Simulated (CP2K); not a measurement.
Zr$_{3}$S$_{2}$

Input file:

```
&GLOBAL
  PROJECT zr3s2_scf
  RUN_TYPE ENERGY_FORCE
  PRINT_LEVEL LOW
&END GLOBAL
&FORCE_EVAL
  METHOD QS
  STRESS_TENSOR ANALYTICAL
  &DFT
    BASIS_SET_FILE_NAME BASIS_MOLOPT_UZH
    POTENTIAL_FILE_NAME POTENTIAL_UZH
    &MGRID
      CUTOFF 450
      REL_CUTOFF 60
      NGRIDS 4
    &END MGRID
    &QS
      METHOD GPW
      EPS_DEFAULT 1.0E-10
    &END QS
    &KPOINTS
      SCHEME MONKHORST-PACK 6 6 6
      GAMMA_CENTERED T
      SYMMETRY T
      SYMMETRY_BACKEND SPGLIB
    &END KPOINTS
    &SCF
      SCF_GUESS ATOMIC
      EPS_SCF 1.0E-6
      MAX_SCF 100
      ADDED_MOS 25
      CHOLESKY OFF
      EPS_EIGVAL 1.0E-7
      &DIAGONALIZATION ON
        ALGORITHM STANDARD
      &END DIAGONALIZATION
      &MIXING ON
        METHOD BROYDEN_MIXING
        ALPHA 0.4
        BETA 1.5
        NBUFFER 8
      &END MIXING
      &SMEAR ON
        METHOD FERMI_DIRAC
        ELECTRONIC_TEMPERATURE [K] 580.226
      &END SMEAR
    &END SCF
    &XC
      &XC_FUNCTIONAL PBE
      &END XC_FUNCTIONAL
    &END XC
    &PRINT
      &KPOINTS ON
      &END KPOINTS
      &MULLIKEN ON
      &END MULLIKEN
      &MO ON
        ENERGIES T
        OCCUPATION_NUMBERS T
        &EACH
          QS_SCF 0
        &END EACH
        ADD_LAST NUMERIC
      &END MO
      &LOWDIN ON
      &END LOWDIN
      &HIRSHFELD ON
        SHAPE_FUNCTION DENSITY
      &END HIRSHFELD
      &E_DENSITY_CUBE ON
        STRIDE 1
      &END E_DENSITY_CUBE
      &V_HARTREE_CUBE ON
        STRIDE 1
      &END V_HARTREE_CUBE
      &ELF_CUBE ON
        STRIDE 1
      &END ELF_CUBE
    &END PRINT
  &END DFT
  &SUBSYS
    &CELL
      A 4.8370994724 0.0000000000 0.0000000000
      B 1.3537199261 4.6438102532 0.0000000000
      C 1.3537199261 1.0154420712 4.5314292522
      PERIODIC XYZ
    &END CELL
    &COORD
      SCALED
      Zr  0.8451640000 0.4957590000 0.1468560000
      Zr  0.4962570000 0.1619030000 0.8477010000
      Zr  0.1402330000 0.8567920000 0.4974680000
      S   0.6568480000 0.6643250000 0.6612470000
      S   0.3326670000 0.3457420000 0.3378430000
    &END COORD
    &KIND Zr
      BASIS_SET TZVP-MOLOPT-PBE-GTH-q12
      POTENTIAL GTH-PBE-q12
    &END KIND
    &KIND S
      BASIS_SET TZVP-MOLOPT-PBE-GTH-q6
      POTENTIAL GTH-PBE-q6
    &END KIND
    &PRINT
      &ATOMIC_COORDINATES ON
      &END ATOMIC_COORDINATES
      &CELL ON
      &END CELL
      &SYMMETRY ON
      &END SYMMETRY
    &END PRINT
  &END SUBSYS
  &PRINT
    &FORCES ON
    &END FORCES
    &STRESS_TENSOR ON
    &END STRESS_TENSOR
  &END PRINT
&END FORCE_EVAL
```

Command:

```sh
OMP_NUM_THREADS=1 mpirun -n 3 cp2k.psmp -i zr3s2_scf.inp -o zr3s2_scf.out
```

Below, planes, directions and counts refer to the conventional cell (a = 4.84 Å, b = 4.84 Å, c = 4.84 Å, α = 73.75°, β = 73.75°, γ = 73.75°).

Space group P1; a structure from a database of computed crystals, not necessarily the ambient phase; changed on purpose from its base cell (atoms moved at random by about 0.05 A); not relaxed (largest force 0.8 eV/Å).

Computed with Kohn-Sham DFT of a periodic cell, PBE, GTH-PBE with UZH-TZVP basis in CP2K.

The density is the valence pseudo-density of a pseudopotential calculation; it isn't the true density close to the nuclei.

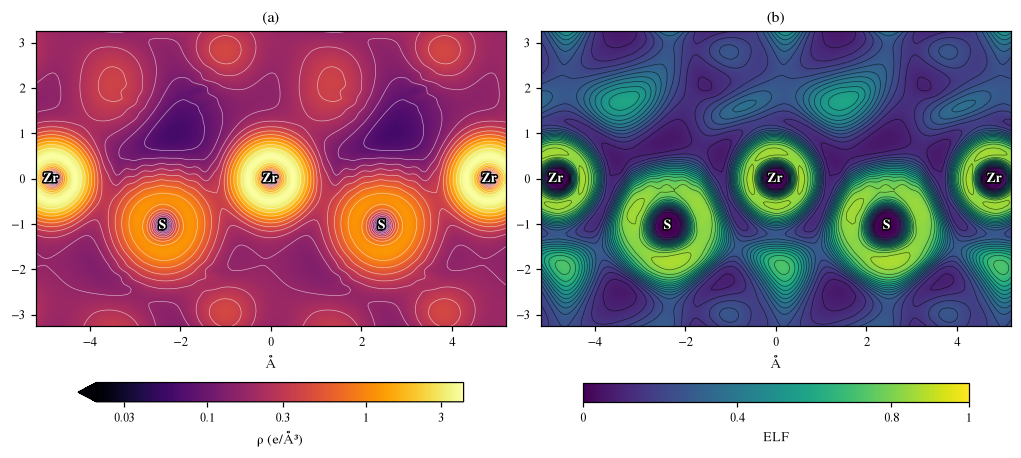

Figure 1. (a) valence charge density (pseudo); (b) ELF on the (011) plane of the conventional cell.

Question: Describe what can be read from this map.

Answer:
- The plane passes through Zr and S nuclei.
- Zr–S (2.59 Å): ρ is about 0.36 e/Å³ halfway; the ELF peaks at about 0.85 in the valence shell of S, 0.8 Å from its nucleus, and is about 0.25 at the midpoint; no localised pair shows between them.
- Between the atoms the lowest density in this plane is 0.06 e/Å³.
- The ELF has a maximum of about 0.70 in the space between the atoms, on no atom or two-centre bond.
- The features right at Zr lie inside the core regions, where the map follows smoothed inner orbitals and isn't to be read closely.

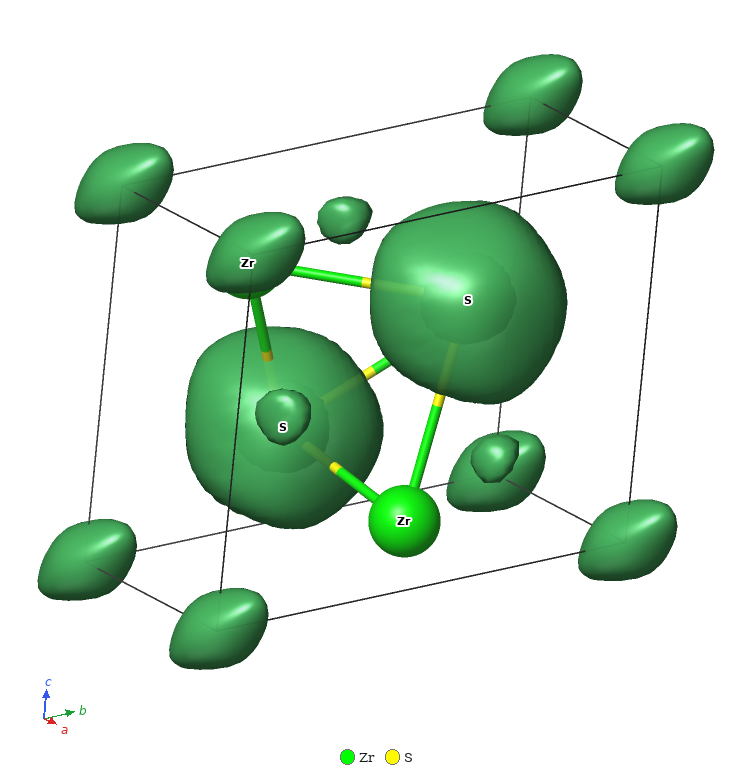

Figure 2. Isosurface of the electron localisation function at 0.65 (green), seen slightly off an axis. Core shells and regions of very low density are left out. Sticks mark near contacts.

Question: What do the ELF domains correspond to?

Answer: The surface consists of two regions wrapped around S (the valence shell of each) and four pockets between the atoms, centred on no nucleus (multi-centre or interstitial), counted in one cell of 5 atoms. Any copies at cell faces, edges or corners count once. Along the contacts the grid gives the following. Zr–S (2.64 Å): the ELF peaks at about 0.85 in the valence shell of S, 0.9 Å from its nucleus, and is about 0.25 at the midpoint; no shared electron pair shows on this line.
